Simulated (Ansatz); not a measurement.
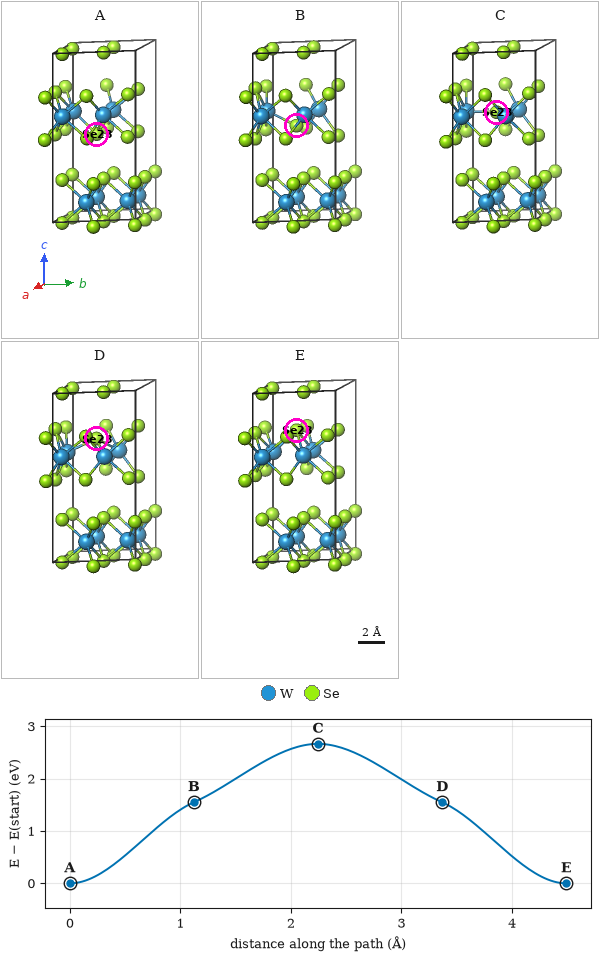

A nudged-elastic-band calculation for a defect cell of composition W$_{8}$Se$_{15}$ with a Se vacancy (23 atoms in the cell). Images are numbered from 0 (start) to 4 (end). Frames A to E are images 0, 1, 2, 3, 4. The picture is a ball-and-stick view of the reduced simulation cell (origin moved), seen slightly off an axis. The moving atom is ringed, with any periodic copies. Lengths and directions refer to the drawn axes. Bonds to atoms that aren't drawn are left out.

Computed with DFT, PAW plane waves, PBE in Ansatz. Run with plane-wave cutoff 420 eV; k-point mesh 3 × 3 × 1; Gaussian smearing 0.1 eV; 3 movable images; climbing image; force threshold 0.05 eV/Å; iteration limit 40.

What happens along the path, and what is the barrier?

The barrier is about 2.67 eV in both directions, with image 2 at the top; the ends have the same energy. It is a vacancy jump: a nearby atom moves into the empty site and leaves its own site empty. A Se atom travels furthest, 3.41 Å from end to end, along +c, on a straight line. At the highest image its nearest neighbour (W) is 2.38 Å away, against 2.52 Å at the start, and the surrounding atoms stand up to 0.56 Å off the mean of their end positions. The band converged in 20 iterations, with a climbing image at the top.

Limits of the set-up: the k-point mesh is coarse for a cell with partly filled bands; the periodic images lie only 6.7 Å apart, so the values are limited by the cell's size.
